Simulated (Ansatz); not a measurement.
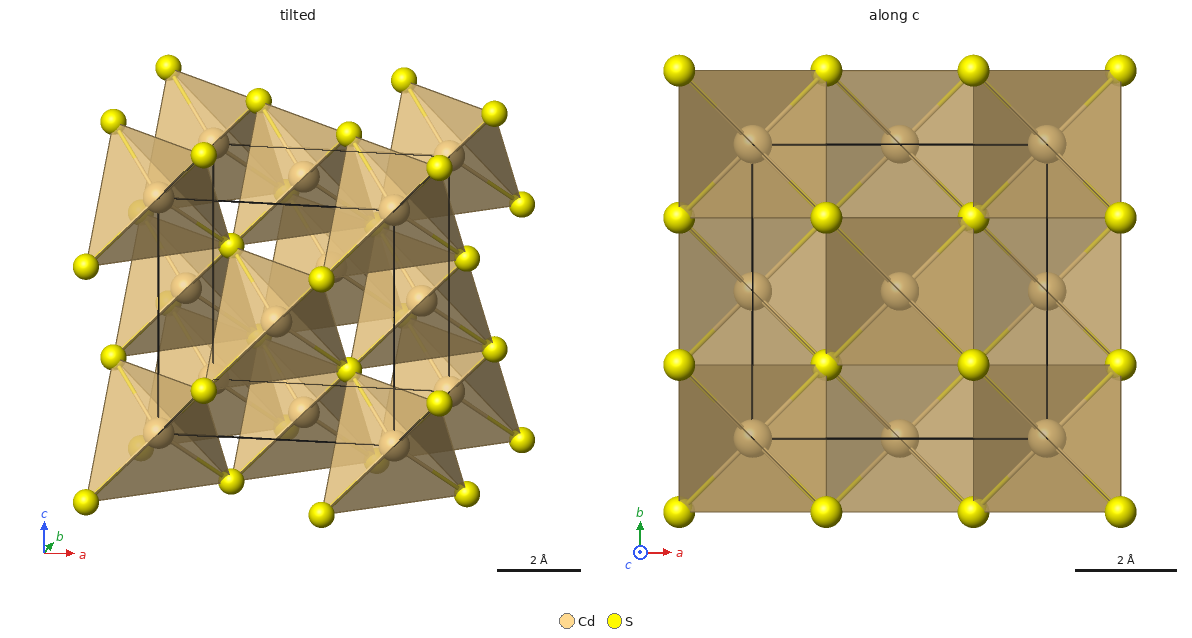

View slightly off an axis and along the c axis, drawn as a polyhedral model. The wireframe shows the conventional unit cell. Some neighbours outside the box are added.

CdS, space group F-43m (No. 216), a = 5.88 Å, b = 5.88 Å, c = 5.88 Å, α = 90.00°, β = 90.00°, γ = 90.00°.

Setup: DFT, r2SCAN, plane waves, PAW (Ansatz 0.2.0); wavefunction cutoff 500 eV, k-points about 0.31 Å⁻¹ apart, no spin polarisation.

> How large a gap does the method give, if there is one?

A semiconductor at this level, with a gap of 1.54 eV, direct.

> What value of the electronic dielectric constant results?

ε∞ averages 5.5.

Provenance: a structure type filled with these elements by a generator (whether the compound takes this form wasn't checked). Earlier steps of the study, as a rule a relaxation of our own, may have changed the cell and positions, so they can lie some per cent off the listed ones. A calculation with Ansatz used it as input.
